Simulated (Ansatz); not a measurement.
**Single-point calculation, with input and output: B64N64 (part 2 of 2)**

B64N64 (F-43m, 128 atoms in the cell); DFT, HSE06, PAW, plane waves (Ansatz 0.2.0); cutoff 420 eV, 1×1×1 k-mesh, Fermi–Dirac smearing of 0.01 eV. The structure was built on a prototype by a generator.

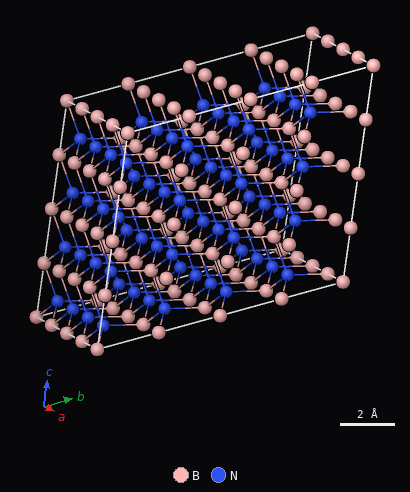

*The structure as given in the input (ball-and-stick view of the cell of the calculation, seen slightly off an axis).*

Output, continued:
```
--- Per-component energies (eV) ---
  E_band       = 931.394786
  E_kinetic    = 11918.071408
  E_local      = -11112.833988  (includes V_loc(G=0)·N_el)
  E_nonlocal   = 3554.000618
  E_hartree    = 3134.659594
  E_xc         = -4848.410422
  E_vxc        = -5970.777248  (∫ρ·V_xc dr)
  E_exx        = -1254.566410  (= α·E_x^exact, valence–valence)
  E_paw        = -13108.363645  (= ΣΔE_a)
  E_vpaw       = -1217.260032  (= ΣTr[D̂ρ^β])
  E_aug_tail   = 0.006611  (compensation charges beyond the density's cutoff)
  E_ewald      = -22995.167789
  E_core_change = -2.221003  (= ΣΔE_core)
  E_smearing   = -0.000000  (= −TS)
  E_closure    = 0.000002  (closes the sum)
  Σ components = -34714.825024   (vs F -34714.825024, Δ=0.00e0)
--- Forces (eV/Å), atoms counted from 1 ---
  atom   1  B     -0.02456091    -0.02455950    -0.02456042
  atom   2  B     -0.02456838    -0.02456666    -0.02456569
  atom   3  B     -0.02457492    -0.02456446    -0.02457090
  atom   4  B     -0.02457331    -0.02456720    -0.02457193
  atom   5  B     -0.02456618    -0.02456742    -0.02457164
  atom   6  B     -0.02457405    -0.02456502    -0.02455838
  atom   7  B     -0.02456761    -0.02455575    -0.02456280
  atom   8  B     -0.02457492    -0.02456174    -0.02456488
  atom   9  B     -0.02455726    -0.02455949    -0.02457127
  atom  10  B     -0.02455946    -0.02456827    -0.02456777
  atom  11  B     -0.02456475    -0.02456730    -0.02457629
  atom  12  B     -0.02456729    -0.02455502    -0.02457018
  atom  13  B     -0.02456587    -0.02455882    -0.02456382
  atom  14  B     -0.02456307    -0.02455787    -0.02455739
  atom  15  B     -0.02455967    -0.02455632    -0.02456233
  atom  16  B     -0.02457196    -0.02456013    -0.02457002
  atom  17  B     -0.02456474    -0.02456516    -0.02456876
  atom  18  B     -0.02456389    -0.02456514    -0.02456823
  atom  19  B     -0.02456303    -0.02456107    -0.02456809
  atom  20  B     -0.02456491    -0.02456400    -0.02455607
  atom  21  B     -0.02457335    -0.02455934    -0.02457475
  atom  22  B     -0.02456865    -0.02455953    -0.02456304
  atom  23  B     -0.02456663    -0.02455969    -0.02456696
  atom  24  B     -0.02456173    -0.02456213    -0.02456709
  atom  25  B     -0.02457993    -0.02456615    -0.02456704
  atom  26  B     -0.02457736    -0.02456732    -0.02456099
  atom  27  B     -0.02457197    -0.02455787    -0.02457475
  atom  28  B     -0.02457196    -0.02455817    -0.02456041
  atom  29  B     -0.02456144    -0.02456633    -0.02457927
  atom  30  B     -0.02456210    -0.02457007    -0.02456956
  atom  31  B     -0.02455785    -0.02454950    -0.02456014
  atom  32  B     -0.02456231    -0.02455103    -0.02456153
  atom  33  B     -0.02456790    -0.02457024    -0.02457289
  atom  34  B     -0.02456028    -0.02456529    -0.02457428
  atom  35  B     -0.02456415    -0.02456195    -0.02456080
  atom  36  B     -0.02456020    -0.02455300    -0.02455793
  atom  37  B     -0.02456692    -0.02456351    -0.02456467
  atom  38  B     -0.02456348    -0.02457069    -0.02456845
  atom  39  B     -0.02456996    -0.02456086    -0.02456250
  atom  40  B     -0.02457841    -0.02456618    -0.02456787
  atom  41  B     -0.02456406    -0.02455421    -0.02456836
  atom  42  B     -0.02457093    -0.02456262    -0.02456932
  atom  43  B     -0.02458019    -0.02455454    -0.02456626
  atom  44  B     -0.02457609    -0.02455749    -0.02456923
  atom  45  B     -0.02456150    -0.02457120    -0.02456902
  atom  46  B     -0.02456104    -0.02456082    -0.02457396
  atom  47  B     -0.02456222    -0.02455691    -0.02456108
  atom  48  B     -0.02455959    -0.02455663    -0.02456878
  atom  49  B     -0.02456825    -0.02456981    -0.02457036
  atom  50  B     -0.02456795    -0.02455955    -0.02456177
  atom  51  B     -0.02456724    -0.02456492    -0.02457309
  atom  52  B     -0.02456574    -0.02455782    -0.02456633
  atom  53  B     -0.02456594    -0.02456533    -0.02456533
  atom  54  B     -0.02457045    -0.02456039    -0.02456034
  atom  55  B     -0.02457901    -0.02456546    -0.02456653
  atom  56  B     -0.02457648    -0.02455992    -0.02456664
  atom  57  B     -0.02455407    -0.02455798    -0.02455871
  atom  58  B     -0.02455497    -0.02456377    -0.02457020
  atom  59  B     -0.02456862    -0.02456632    -0.02457644
  atom  60  B     -0.02456233    -0.02456737    -0.02456632
  atom  61  B     -0.02456735    -0.02455807    -0.02456511
  atom  62  B     -0.02456853    -0.02455065    -0.02456416
  atom  63  B     -0.02456491    -0.02456928    -0.02457169
  atom  64  B     -0.02457034    -0.02455095    -0.02456949
  atom  65  N      0.02456193     0.02455984     0.02456494
  atom  66  N      0.02456099     0.02456108     0.02457054
  atom  67  N      0.02455801     0.02456490     0.02456590
  atom  68  N      0.02456329     0.02455775     0.02456736
  atom  69  N      0.02456490     0.02455475     0.02455854
  atom  70  N      0.02456108     0.02455676     0.02457382
  atom  71  N      0.02456556     0.02456816     0.02456289
  atom  72  N      0.02456553     0.02456850     0.02458081
  atom  73  N      0.02456961     0.02454413     0.02456669
  atom  74  N      0.02457760     0.02456150     0.02458331
  atom  75  N      0.02458322     0.02457456     0.02456993
  atom  76  N      0.02457273     0.02456340     0.02457809
  atom  77  N      0.02456148     0.02456736     0.02457233
  atom  78  N      0.02456274     0.02456595     0.02456545
  atom  79  N      0.02457107     0.02456766     0.02456738
  atom  80  N      0.02457601     0.02457081     0.02457044
  atom  81  N      0.02457803     0.02456808     0.02456863
  atom  82  N      0.02456831     0.02455493     0.02457078
  atom  83  N      0.02455786     0.02456707     0.02456400
  atom  84  N      0.02456031     0.02456631     0.02456803
  atom  85  N      0.02456643     0.02456068     0.02456499
  atom  86  N      0.02457259     0.02456101     0.02456414
  atom  87  N      0.02455790     0.02456360     0.02455582
  atom  88  N      0.02456519     0.02455532     0.02455762
  atom  89  N      0.02457078     0.02457099     0.02457750
  atom  90  N      0.02455820     0.02455984     0.02457223
  atom  91  N      0.02457815     0.02458082     0.02456631
  atom  92  N      0.02457229     0.02456783     0.02457081
  atom  93  N      0.02457972     0.02457588     0.02456509
  atom  94  N      0.02457677     0.02456497     0.02457569
  atom  95  N      0.02456417     0.02455362     0.02456478
  atom  96  N      0.02456043     0.02455992     0.02457494
  atom  97  N      0.02457097     0.02456446     0.02457411
  atom  98  N      0.02456775     0.02456188     0.02456229
  atom  99  N      0.02456163     0.02455717     0.02456337
  atom 100  N      0.02455991     0.02457187     0.02457168
  atom 101  N      0.02456856     0.02456075     0.02456195
  atom 102  N      0.02456446     0.02455043     0.02456240
  atom 103  N      0.02457314     0.02455245     0.02456383
  atom 104  N      0.02457106     0.02455365     0.02457232
  atom 105  N      0.02457387     0.02457205     0.02455863
  atom 106  N      0.02457232     0.02457623     0.02457425
  atom 107  N      0.02456289     0.02456779     0.02457348
  atom 108  N      0.02456036     0.02457495     0.02456850
  atom 109  N      0.02457358     0.02456388     0.02457252
  atom 110  N      0.02457820     0.02456854     0.02456064
  atom 111  N      0.02456080     0.02456193     0.02456721
  atom 112  N      0.02456693     0.02456875     0.02456322
  atom 113  N      0.02457293     0.02456662     0.02456656
  atom 114  N      0.02455530     0.02456318     0.02457382
  atom 115  N      0.02456433     0.02455370     0.02456543
  atom 116  N      0.02456922     0.02455639     0.02455841
  atom 117  N      0.02456031     0.02456155     0.02455526
  atom 118  N      0.02456104     0.02455990     0.02456383
  atom 119  N      0.02456396     0.02457282     0.02457867
  atom 120  N      0.02456556     0.02457937     0.02458367
  atom 121  N      0.02457403     0.02455482     0.02456530
  atom 122  N      0.02457527     0.02455520     0.02455705
  atom 123  N      0.02457230     0.02457189     0.02456569
  atom 124  N      0.02456855     0.02455740     0.02456678
  atom 125  N      0.02457069     0.02456930     0.02456660
  atom 126  N      0.02456272     0.02455995     0.02457754
  atom 127  N      0.02457344     0.02456809     0.02457266
  atom 128  N      0.02456739     0.02456176     0.02455452
  max |Σ_I F_I| component: 1.30e-4 eV/Å
--- Band table (eV) ---
  k-point 0: bands = ["-11.6356", "-10.8252", "-10.2956", "-10.2956", "-10.2956", "-10.0294", "-10.0294", "-10.0294", "-9.7825", "-9.7825", ... 174 levels left out ..., "6.0095", "6.0095", "6.3111", "6.3111", "6.3111", "6.3817", "6.3817", "6.3817", "6.5340", "6.6469", "6.6469", "6.6469", "6.6469", "6.6469", "6.6469", "6.6956", "6.6956", "6.6956", "6.7493", "6.7493", "6.7493", "6.7710", "6.7710", "6.7710", "7.0918", "7.0918", "7.0918", "7.5909", "7.5909",
      "7.5909", "7.7066", "7.7066", "7.7066", "7.9050", "7.9051", "7.9051", "7.9051", "7.9051", "7.9051", "7.9844", "7.9844", "7.9844", "7.9994", "7.9994", "7.9994", "8.1481", "8.1481", "8.1481", "8.3558", "8.3558", "8.3558", "8.3779", "8.3779", "8.7210", "8.7210", "8.7210", "8.8319", "8.8319", "8.8319", "8.8425", "8.8425", "9.3339", "9.3339", "9.3339", "9.3891", "9.3892", "9.3892", "9.6343", "9.6343",
      "9.8725", "10.3236", "10.3236", "16.6036", "16.6036", "16.6036", "18.4872", "18.4872", "18.4872", "18.6197", "18.6197", "18.6197", "19.1701", "19.1701", "19.1701", "19.4829", "19.4829", "19.4829", "19.6247", "19.6247", "19.6247", "19.6247", "19.6247", "19.6247", "19.9832", "19.9832", "19.9832", "20.2744", "20.2744", "20.2744", "20.2744", "20.2744", "20.2744", "20.6209", "20.6209", "20.6209", "21.1640", "21.1640", "21.1640", "21.1862",
      "21.2272", "21.2272", "21.2830", "21.2830", "21.2830", "21.2830", "21.2830", "21.2830", "21.5008", "21.5008", "21.5008", "21.5302", "21.5302", "21.5302", "21.6570", "22.0977", "22.1561", "22.1561", "22.1561", "22.1561", "22.1561", "22.1561", "22.1934", "22.1934", "22.1934", "22.2181", "22.2181", "22.3682", "22.4557", "22.4557", "22.4557", "22.5839", "22.5839", "22.5839", "22.6173", "22.6173", "22.6173", "22.6282", "22.6282", "22.6282",
      "22.9552", "22.9552", "22.9673", "22.9673", "22.9673", "23.0328", "23.0328", "23.0579", "23.1436", "23.1436", "23.1436", "23.2171", "23.2171", "23.2171", "23.3521", "23.3521", "23.3521", "23.4632", "23.4632", "23.4632", "23.6020", "23.6020", "23.6020", "23.6020", "23.6020", "23.6020", "23.7926", "23.7926", "23.7926", "23.8226", "23.8226", "23.8226", "24.2036", "24.2036", "24.2036", "24.3126", "24.3126", "24.3126", "24.3785", "24.3785",
      "24.3785", "24.9917", "24.9917", "24.9917", "24.9917", "24.9917", "24.9917", "25.0262", "25.0262", "25.0262", "25.0905"]
--- Löwdin populations: 128 sites ---
  site symbol       q [e]
     0      B      2.6607
     1      B      2.6607
     2      B      2.6607
     3      B      2.6607
     4      B      2.6607
     5      B      2.6607
     6      B      2.6607
     7      B      2.6607
     8      B      2.6607
     9      B      2.6607
    10      B      2.6607
    11      B      2.6607
    12      B      2.6607
    13      B      2.6607
    14      B      2.6607
    15      B      2.6607
    16      B      2.6607
    17      B      2.6607
    18      B      2.6607
    19      B      2.6607
    20      B      2.6607
    21      B      2.6607
    22      B      2.6607
    23      B      2.6607
    24      B      2.6607
    25      B      2.6607
    26      B      2.6607
    27      B      2.6607
    28      B      2.6607
    29      B      2.6607
    30      B      2.6607
    31      B      2.6607
    32      B      2.6607
    33      B      2.6607
    34      B      2.6607
    35      B      2.6607
    36      B      2.6607
    37      B      2.6607
    38      B      2.6607
    39      B      2.6607
    40      B      2.6607
    41      B      2.6607
    42      B      2.6607
    43      B      2.6607
    44      B      2.6607
    45      B      2.6607
    46      B      2.6607
    47      B      2.6607
    48      B      2.6607
    49      B      2.6607
    50      B      2.6607
    51      B      2.6607
    52      B      2.6607
    53      B      2.6607
    54      B      2.6607
    55      B      2.6607
    56      B      2.6607
    57      B      2.6607
    58      B      2.6607
    59      B      2.6607
    60      B      2.6607
    61      B      2.6607
    62      B      2.6607
    63      B      2.6607
    64      N      5.3094
    65      N      5.3094
    66      N      5.3094
    67      N      5.3094
    68      N      5.3094
    69      N      5.3094
    70      N      5.3094
    71      N      5.3094
    72      N      5.3094
    73      N      5.3094
    74      N      5.3094
    75      N      5.3094
    76      N      5.3094
    77      N      5.3094
    78      N      5.3094
    79      N      5.3094
    80      N      5.3094
    81      N      5.3094
    82      N      5.3094
    83      N      5.3094
    84      N      5.3094
    85      N      5.3094
    86      N      5.3094
    87      N      5.3094
    88      N      5.3094
    89      N      5.3094
    90      N      5.3094
    91      N      5.3094
    92      N      5.3094
    93      N      5.3094
    94      N      5.3094
    95      N      5.3094
    96      N      5.3094
    97      N      5.3094
    98      N      5.3094
    99      N      5.3094
   100      N      5.3094
   101      N      5.3094
   102      N      5.3094
   103      N      5.3094
   104      N      5.3094
   105      N      5.3094
   106      N      5.3094
   107      N      5.3094
   108      N      5.3094
   109      N      5.3094
   110      N      5.3094
   111      N      5.3094
   112      N      5.3094
   113      N      5.3094
   114      N      5.3094
   115      N      5.3094
   116      N      5.3094
   117      N      5.3094
   118      N      5.3094
   119      N      5.3094
   120      N      5.3094
   121      N      5.3094
   122      N      5.3094
   123      N      5.3094
   124      N      5.3094
   125      N      5.3094
   126      N      5.3094
   127      N      5.3094
  spilling = 0.003735 (of n_electrons = 512.000000)
```

Results in brief:

| quantity | value |
| --- | --- |
| outcome | converged |
| space group (tolerance 0.01 Å) | F-43m (216) |
| electrons treated | 512 |
| free energy | −34714.8250 eV |
| Fermi energy | 13.462 eV |
| largest force (length of the vector) | 0.043 eV/Å |
| wall time | 6.2 min (CPU time 41 min) |
| peak memory | 5.4 GiB |

Notes:

The k-point mesh is coarse for a cell of this size, so the results may not be converged.
